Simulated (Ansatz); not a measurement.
## Electronic structure of BaTiO3 in real space

```yaml
crystal:
  lattice:
    - [4.01047, 0.00000, 0.00000]
    - [0.00000, 5.71165, 0.00000]
    - [0.00000, 0.00000, 5.72927]
  atoms:
    - { symbol: Ba, position: [0.00000, 0.00000, 0.00000] }
    - { symbol: Ba, position: [0.00000, 0.50000, 0.50000] }
    - { symbol: Ti, position: [0.50000, 0.50000, 0.00790] }
    - { symbol: Ti, position: [0.50000, 0.00000, 0.50790] }
    - { symbol: O, position: [0.00000, 0.00000, 0.49210] }
    - { symbol: O, position: [0.00000, 0.50000, 0.99210] }
    - { symbol: O, position: [0.50000, 0.25440, 0.24811] }
    - { symbol: O, position: [0.50000, 0.75440, 0.74811] }
    - { symbol: O, position: [0.50000, 0.74560, 0.24811] }
    - { symbol: O, position: [0.50000, 0.24560, 0.74811] }
```

Space group Amm2; computed pressure about −7 GPa in this cell; computed without spin polarisation.

Computed with Ansatz 0.2.0, DFT, PAW plane waves, PBEsol.

In a PAW calculation such maps are meaningful between the atoms, not at the nuclei.

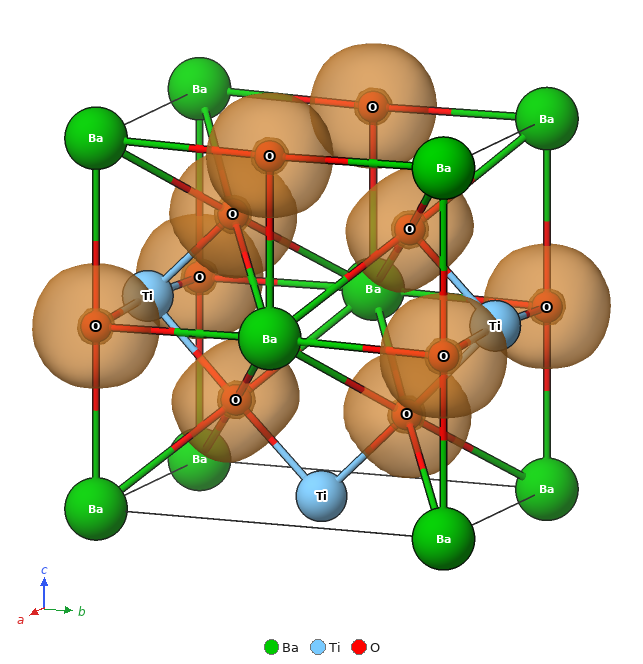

Figure 1. Isosurface of the ELF at 0.6 (orange), seen slightly off an axis. Core shells are left out. Sticks mark near contacts.

Describe the localisation domains.

Answer. The surface consists of six regions wrapped around O (the valence shell of each), counted in one cell of 10 atoms. Regions shared between cells count once.


Ti–O (1.97 Å): the ELF peaks at about 0.80 in the valence shell of O, 0.6 Å from its nucleus, and is about 0.20 at the midpoint (no localised pair shows between them). Ba–O (2.82 Å): the ELF is about 0.15 at the midpoint; a closed-shell, largely ionic contact.

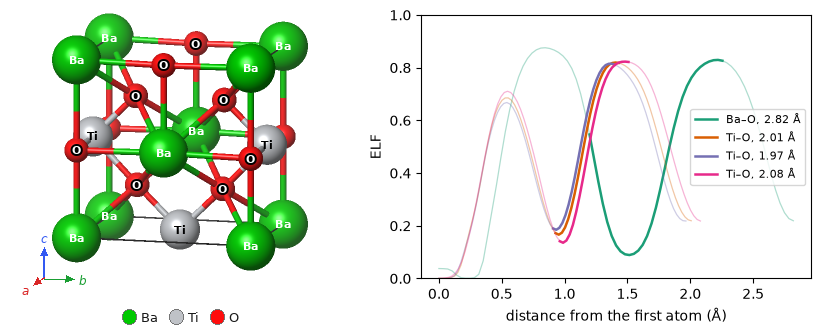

Figure 2. Electron localisation function along straight lines between neighbouring atoms. Thin, pale parts lie inside the atomic spheres. The structure is drawn too.

What can be read from the curves?

Answer. 
Ti–O (2.01 Å): the ELF peaks at about 0.80 in the valence shell of O, 0.6 Å from its nucleus, and is about 0.20 at the midpoint; no localised pair shows between them.

Ti–O (2.08 Å): the ELF peaks at about 0.80 in the valence shell of O, 0.6 Å from its nucleus, and is about 0.15 at the midpoint: no localised pair shows between them.

How much charge does the calculation move between the atoms?

Answer. Electrons move from Ba and Ti towards O. Bader charges: Ba +1.53, Ti +2.20 and O −1.24 e.
